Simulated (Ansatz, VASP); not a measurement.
# Cross-check of Zn8HS8Br between VASP and Ansatz

Aim: how closely do two programs agree when they are given the same cell, functional and k mesh?

Calculated with Ansatz 0.2.0; plane waves, with VASP 6.6.1 beside it; single point at RPBE.

The database entry behind the starting cell differs from later determinations by our own check (about 0.4 % short), so it need not match the best structure at ambient conditions.

## (1) Starting point

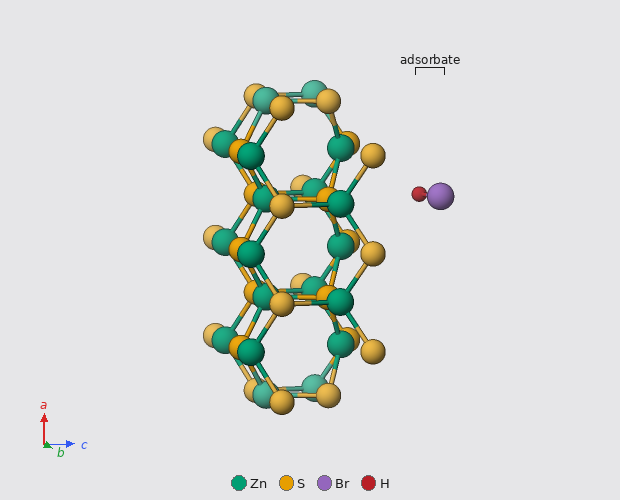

The cell as given, from the side, with the c axis across the page (zinc teal, sulfur orange, bromine purple, hydrogen red). Some periodic images of atoms are drawn too.

The cell holds 18 atoms: 8 Zn, 8 S, 1 Br and 1 H. Cell: a = 7.622 Å, b = 6.234 Å, c = 23.930 Å, α = 90.0°, β = 90.0°, γ = 90.0°. It derives from ZnS. HBr (inverted) over a hollow site of the (1 0 0) slab of ZnS, cut from the database cell (so at first; earlier steps may have moved the atoms). Vacuum lies along c.

## (2) VASP: single point, RPBE

A single point gives forces, pressure and levels at one fixed geometry, so differences don't come from the geometry; what else differs is listed under the comparison.

Lines of VASP's logs that name or quote its potential files are left out, and so is its time.

The input, INCAR:

```
SYSTEM = Zn8HS8Br
PREC = Normal
ENCUT = 300
EDIFF = 1E-06
NELM = 120
ISMEAR = 0
SIGMA = 0.05
LREAL = Auto
ALGO = Fast
GGA = RP
NBANDS = 116
LORBIT = 11
LWAVE = .FALSE.
LCHARG = .TRUE.
NCORE = 4
IDIPOL = 3
LDIPOL = .TRUE.
DIPOL = 0.5 0.5 0.493
LVHAR = .TRUE.
LVACPOTAV = .TRUE.
NEDOS = 1500
```

The input, POSCAR:

```
Zn8HS8Br
1.0
    7.6219975631      0.0000000000      0.0000000000
    0.0000000000      6.2340000000      0.0000000000
    0.0000000000      0.0000000000     23.9295623451
Zn S Br H
8 8 1 1
Direct
    0.5000000000      0.0000000000      0.3740143600
    0.0000000000      0.0000000000      0.3740143600
    0.7500000000      0.5000000000      0.4199884800
    0.2500000000      0.5000000000      0.4199884800
    0.7500064298      0.9945714412      0.5211725786
    0.2500084385      0.9942472721      0.5206118689
    0.0000790931      0.4414057131      0.5448786019
    0.4999175919      0.4414162656      0.5448812361
    0.5000000000      0.6150000000      0.3740143600
    0.0000000000      0.6150000000      0.3740143600
    0.7500000000      0.1150000000      0.4199884800
    0.2500000000      0.1150000000      0.4199884800
    0.7500003999      0.6140389743      0.5172962386
    0.2500010419      0.6139921799      0.5170806544
    0.0004955294      0.0970906512      0.5700906643
    0.4995197512      0.0971025902      0.5700902461
    0.7500123539      0.4818880217      0.7067563419
    0.7499892504      0.2743566975      0.6804979456
```

The input, KPOINTS:

```
Automatic mesh
0
Gamma
2 3 1
0 0 0
```

PAW data sets: Zn, S, Br and H (PBE family, release 64).

Launch:

```
$ mpirun -np 4 vasp_std
```

Numbers of over 12 decimals in the logs are rounded to 6 here.

Output:

```text
[banner, memory and clock lines left out]
running    4 mpi-ranks, on    1 nodes
 distrk:  each k-point on    4 cores,    1 groups
 distr:  one band on    4 cores,    1 groups

 POSCAR found type information on POSCAR ZnS BrH
 POSCAR found :  4 types and      18 ions
|                                                                             |
|               ----> ADVICE to this user running VASP <----                  |
|                                                                             |
|     You enforced a specific xc type in the INCAR file but a different       |
|     [... a line on the potential file left out ...]
|     I HOPE YOU KNOW WHAT YOU ARE DOING!                                     |
|                                                                             |

 LDA part: xc-table for (Slater+PW92), standard interpolation
 POSCAR, INCAR and KPOINTS ok, starting setup
 FFT: planning ... GRIDC
 FFT: planning ... GRID_SOFT
 FFT: planning ... GRID
 WAVECAR not read
 entering main loop
       N       E                     dE             d eps       ncg     rms          rms(c)
DAV:   1     0.811025317916E+03    0.81103E+03   -0.46605E+04  1048   0.740E+02
DAV:   2     0.517131494252E+02   -0.75931E+03   -0.73118E+03  1096   0.214E+02
DAV:   3    -0.530896531773E+02   -0.10480E+03   -0.10366E+03  1136   0.819E+01
DAV:   4    -0.569760101154E+02   -0.38864E+01   -0.38772E+01  1080   0.158E+01
DAV:   5    -0.570725353811E+02   -0.96525E-01   -0.96494E-01  1216   0.248E+00    0.215E+01
RMM:   6    -0.525224677666E+02    0.45501E+01   -0.89289E+00  1112   0.874E+00    0.165E+01
RMM:   7    -0.522416072183E+02    0.28086E+00   -0.47443E+00  1148   0.620E+00    0.528E+00
RMM:   8    -0.521914475064E+02    0.50160E-01   -0.57977E-01  1213   0.265E+00    0.222E+00
RMM:   9    -0.521508654623E+02    0.40582E-01   -0.18075E-01  1136   0.117E+00    0.822E-01
RMM:  10    -0.521506869929E+02    0.17847E-03   -0.33460E-02  1216   0.675E-01    0.346E-01
RMM:  11    -0.521519203271E+02   -0.12333E-02   -0.12389E-02  1302   0.310E-01    0.194E-01
RMM:  12    -0.521521787477E+02   -0.25842E-03   -0.30951E-03  1201   0.131E-01    0.116E-01
RMM:  13    -0.521524025492E+02   -0.22380E-03   -0.58764E-04  1257   0.598E-02    0.721E-02
RMM:  14    -0.521528621663E+02   -0.45962E-03   -0.23458E-04  1213   0.356E-02    0.418E-02
RMM:  15    -0.521529625479E+02   -0.10038E-03   -0.74128E-05  1224   0.199E-02    0.174E-02
RMM:  16    -0.521532605947E+02   -0.29805E-03   -0.44988E-05  1233   0.146E-02    0.117E-02
RMM:  17    -0.521534221231E+02   -0.16153E-03   -0.28494E-05  1159   0.932E-03    0.185E-02
RMM:  18    -0.521535011003E+02   -0.78977E-04   -0.70025E-06  1065   0.515E-03    0.768E-03
RMM:  19    -0.521535541941E+02   -0.53094E-04   -0.75943E-06  1080   0.446E-03    0.463E-03
RMM:  20    -0.521535845862E+02   -0.30392E-04   -0.18136E-06   975   0.250E-03    0.625E-03
RMM:  21    -0.521536077991E+02   -0.23213E-04   -0.18553E-06   971   0.231E-03    0.197E-03
RMM:  22    -0.521536134637E+02   -0.56646E-05   -0.36344E-07   932   0.118E-03    0.151E-03
RMM:  23    -0.521536171100E+02   -0.36463E-05   -0.19489E-07   751   0.691E-04    0.685E-04
RMM:  24    -0.521536177516E+02   -0.64163E-06   -0.34972E-08   665   0.568E-04
|                                                                             |
|           W    W    AA    RRRRR   N    N  II  N    N   GGGG   !!!           |
|           W    W   A  A   R    R  NN   N  II  NN   N  G    G  !!!           |
|           W    W  A    A  R    R  N N  N  II  N N  N  G       !!!           |
|           W WW W  AAAAAA  RRRRR   N  N N  II  N  N N  G  GGG   !            |
|           WW  WW  A    A  R   R   N   NN  II  N   NN  G    G                |
|           W    W  A    A  R    R  N    N  II  N    N   GGGG   !!!           |
|                                                                             |
|     Did not find any points to average over, which means that no vacuum     |
|     field-free region was found. Please increase the size of  your cell     |
|     in the dimension of the dipole correction to obtain accurate            |
|     workfunction values.                                                    |
|                                                                             |

   1 F= -.52153618E+02 E0= -.52153618E+02  d E =-.493218E-11
```

OUTCAR, selected parts (step 2):

```text
ion  position               nearest neighbor table
   1  0.500  0.000  0.374-  11 2.31  12 2.31   9 2.40
   2  0.000  0.000  0.374-  11 2.31  12 2.31  10 2.40
   3  0.750  0.500  0.420-   9 2.31  10 2.31  11 2.40  13 2.43
   4  0.250  0.500  0.420-   9 2.31  10 2.31  12 2.40  14 2.43
   5  0.750  0.995  0.521-  15 2.33  16 2.33  13 2.37  11 2.54
   6  0.250  0.994  0.521-  15 2.33  16 2.33  14 2.37  12 2.52
   7  0.000  0.441  0.545-  15 2.23  13 2.29  14 2.29
   8  0.500  0.441  0.545-  16 2.23  13 2.29  14 2.29
   9  0.500  0.615  0.374-   3 2.31   4 2.31   1 2.40
  10  0.000  0.615  0.374-   3 2.31   4 2.31   2 2.40
  11  0.750  0.115  0.420-   1 2.31   2 2.31   3 2.40   5 2.54
  12  0.250  0.115  0.420-   1 2.31   2 2.31   4 2.40   6 2.52
  13  0.750  0.614  0.517-   7 2.29   8 2.29   5 2.37   3 2.43
  14  0.250  0.614  0.517-   8 2.29   7 2.29   6 2.37   4 2.43
  15  0.000  0.097  0.570-   7 2.23   5 2.33   6 2.33
  16  0.500  0.097  0.570-   8 2.23   5 2.33   6 2.33
  17  0.750  0.482  0.707-  18 1.44
  18  0.750  0.274  0.680-  17 1.44

  LATTYP: Found a simple orthorhombic cell.
 ALAT       =     6.2340000000
 B/A-ratio  =     1.2226495931
 C/A-ratio  =     3.8385566803

 Subroutine GETGRP returns: Found  1 space group operations
 (whereof  1 operations were pure point group operations)

The static configuration has the point symmetry C_1 .

 Found      4 irreducible k-points:

   k-points           NKPTS =      4   k-points in BZ     NKDIM =      4   number of bands    NBANDS=    116

   dimension x,y,z NGX =    32 NGY =   28 NGZ =  108
   dimension x,y,z NGXF=    64 NGYF=   56 NGZF=  216

   ENCUT  =  300.0 eV  22.05 Ry    4.70 a.u.  10.76  8.80 33.79*2*pi/ulx,y,z

   NELECT =     152.0000    total number of electrons

 k-points in reciprocal lattice and weights: Automatic mesh
   0.00000000  0.00000000  0.00000000       0.167
   0.50000000  0.00000000  0.00000000       0.167
   0.00000000  0.33333333  0.00000000       0.333
   0.50000000  0.33333333  0.00000000       0.333

 dipolmoment           0.000000      0.000000      0.182375 electrons x Angstroem

 average (electrostatic) potential at core
       1 -42.1128       2 -42.1128       3 -41.3890       4 -41.3978       5 -41.6648
       6 -41.6780       7 -42.0001       8 -42.0001       9 -93.1861      10 -93.1861
      11 -94.1875      12 -94.2020      13 -94.1271      14 -94.1475      15 -93.6064
      16 -93.6064      17 -68.5324      18 -41.7803

 E-fermi :  -2.8833

 k-point     1 :       0.0000    0.0000    0.0000
  band No.  band energies     occupation
    ...
     72      -3.8359      2.00000
     73      -3.7293      2.00000
     74      -3.5243      2.00000
     75      -3.3897      2.00000
     76      -3.1106      2.00000
     77      -1.4233      0.00000
     78      -0.7166      0.00000
     79      -0.1298      0.00000
     80       0.4969      0.00000
     81       0.6519      0.00000
    ...

 k-point     2 :       0.5000    0.0000    0.0000
  band No.  band energies     occupation
    ...
     72      -4.1586      2.00000
     73      -4.0416      2.00000
     74      -4.0358      2.00000
     75      -3.5076      2.00000
     76      -3.5061      2.00000
     77      -0.8745      0.00000
     78      -0.8719      0.00000
     79       0.6013      0.00000
     80       0.6093      0.00000
     81       0.8865      0.00000
    ...

 k-point     3 :       0.0000    0.3333    0.0000
  band No.  band energies     occupation
    ...
     72      -4.0205      2.00000
     73      -3.7622      2.00000
     74      -3.6696      2.00000
     75      -3.5622      2.00000
     76      -3.3506      2.00000
     77      -0.9367      0.00000
     78      -0.7472      0.00000
     79       0.2477      0.00000
     80       0.6003      0.00000
     81       0.6206      0.00000
    ...

  Total        6.4709821      2.2110702     -1.1037145     -0.0004118      1.2421891     -0.0001116
  in kB        9.1182275      3.1156076     -1.5552385     -0.0005803      1.7503622     -0.0001573
  external PRESSURE =       3.5595322 kB  Pullay stress =       0.0000000 kB

  energy-cutoff  :      300.00
  volume of cell :     1137.03
      direct lattice vectors                 reciprocal lattice vectors
     7.621997563  0.000000000  0.000000000     0.131199202  0.000000000  0.000000000
     0.000000000  6.234000000  0.000000000     0.000000000  0.160410651  0.000000000
     0.000000000  0.000000000 23.929562345     0.000000000  0.000000000  0.041789314

 POSITION                                       TOTAL-FORCE (eV/Angst)
 -----------------------------------------------------------------------------------
      3.81100      0.00000      8.95000         0.009335     -1.192308      0.929409
      0.00000      0.00000      8.95000        -0.009357     -1.192306      0.929416
      5.71650      3.11700     10.05014        -0.000023      0.275590     -0.177966
      1.90550      3.11700     10.05014         0.000025      0.272742     -0.206582
      5.71655      6.20016     12.47143         0.000010     -0.006369     -0.014288
      1.90556      6.19814     12.45801        -0.000034      0.002027      0.020594
      0.00060      2.75172     13.03871        -0.007500      0.000224      0.015354
      3.81037      2.75179     13.03877         0.007734      0.000263      0.015138
      3.81100      3.83391      8.95000        -0.002677      0.507517     -0.595292
      0.00000      3.83391      8.95000         0.002688      0.507508     -0.595275
      5.71650      0.71691     10.05014         0.000039      0.435022     -0.183930
      1.90550      0.71691     10.05014         0.000042      0.438706     -0.187034
      5.71650      3.82792     12.37867        -0.000005     -0.012645     -0.023427
      1.90551      3.82763     12.37351        -0.000141     -0.012593      0.028795
      0.00378      0.60526     13.64202        -0.014400     -0.011872      0.010336
      3.80734      0.60534     13.64201         0.014185     -0.013298      0.010882
      5.71659      3.00409     16.91237         0.000084      0.004474      0.008256
      5.71642      1.71034     16.28402        -0.000004     -0.002681      0.015613
 -----------------------------------------------------------------------------------
    total drift:                                0.000019     -0.015660     -0.060098

  FREE ENERGIE OF THE ION-ELECTRON SYSTEM (eV)
  ---------------------------------------------------
  free  energy   TOTEN  =       -52.1536177516 eV

  energy  without entropy=      -52.1536177516  energy(sigma->0) =      -52.15361775

 vacuum level on the upper side and lower side of the slab         2.716         2.021

 total charge
# of ion       s       p       d       tot
------------------------------------------
    1        0.525   0.364   9.782  10.671
    2        0.525   0.364   9.782  10.671
    3        0.509   0.452   9.788  10.749
    4        0.510   0.453   9.788  10.750
    5        0.505   0.424   9.786  10.716
    6        0.504   0.425   9.787  10.716
    7        0.556   0.441   9.783  10.780
    8        0.556   0.441   9.783  10.780
    9        1.325   2.409   0.000   3.735
   10        1.325   2.409   0.000   3.735
   11        1.325   2.422   0.000   3.747
   12        1.325   2.423   0.000   3.748
   13        1.319   2.451   0.000   3.770
   14        1.319   2.451   0.000   3.770
   15        1.334   2.410   0.000   3.744
   16        1.334   2.410   0.000   3.744
   17        1.612   3.261   0.032   4.905
   18        0.515   0.030   0.000   0.545
--------------------------------------------------
tot         16.923  26.042  78.311 121.276

[... 1 further part left out ...]
```

(Continued in part 2 of 2.)

[Lines on the potential files, build, host, timing and source positions are cut from VASP's logs without a mark.]

[Logs are printed without paths, hosts, clocks, repeated set-up lines and the standing remarks that a program may print on its own settings, such as how far it seeks lower states.]

[Hosts, paths, dates, database ids (printed as entryN), source tags and the programs' standing remarks are cut or masked in the printed files.]
